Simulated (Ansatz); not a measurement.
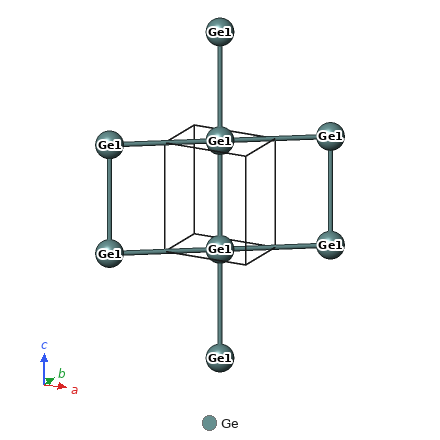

The system is Ge (Cmmm, No. 65; 1 atom in the cell); the picture shows the reference structure. 
- The cell is strained homogeneously, by one strain along x and y and another along z, with fractional coordinates fixed (x along [1 0 0], z along [0 0 1] of the conventional cell).
- First axis: strain along x and y. Second axis: strain along z.
- The scan uses a 5 × 5 grid.
- Energies: meV/atom, counted from the lowest grid point.
- The reference cell is the one listed in the database, not relaxed at this level.
- All numbers below come from DFT PBE, scalar-relativistic, plane waves, PAW in Ansatz. Settings: cutoff 420 eV, k-mesh 20×20×18 in the order of the run's cell vectors, gaussian smearing 0.15 eV, no spin polarisation.

Its coordinates:

```xyz
1
Lattice="1.3971 -2.6005 0.0000 1.3971 2.6005 0.0000 0.0000 0.0000 2.6982" Properties=species:S:1:pos:R:3 pbc="T T T"
Ge    1.3971    0.0000    0.0000
```

Range: strain along x and y from −5.0 to 5.0 %; strain along z from −5.0 to 5.0 %.

**What landscape does the calculation give?**

The lowest grid point is at strain along x and y = 0.0 %, strain along z = 0.0 %. It is the only kind of minimum in the scanned range. The highest grid point, strain along x and y = −5.0 %, strain along z = −5.0 %, lies 95 meV/atom above the lowest. Round the minimum the two coordinates are nearly uncoupled.

```tsv
strain along z ↓, strain along x and y →	−5.0	−2.5	0.0	2.5	5.0
5.0	77	34	27	46	86
2.5	63	18	8	26	66
0.0	59	12	0	17	56
−2.5	68	18	6	21	58
−5.0	95	43	28	41	75
```

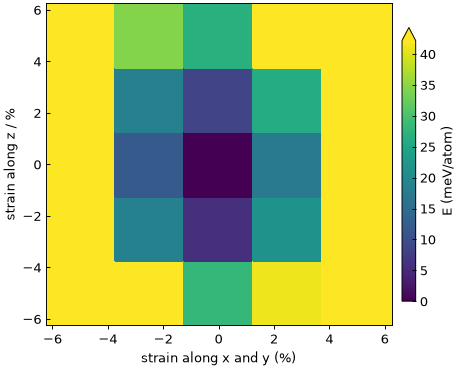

Drawn: one coloured cell a grid point, one colour for all values above the top of the scale.
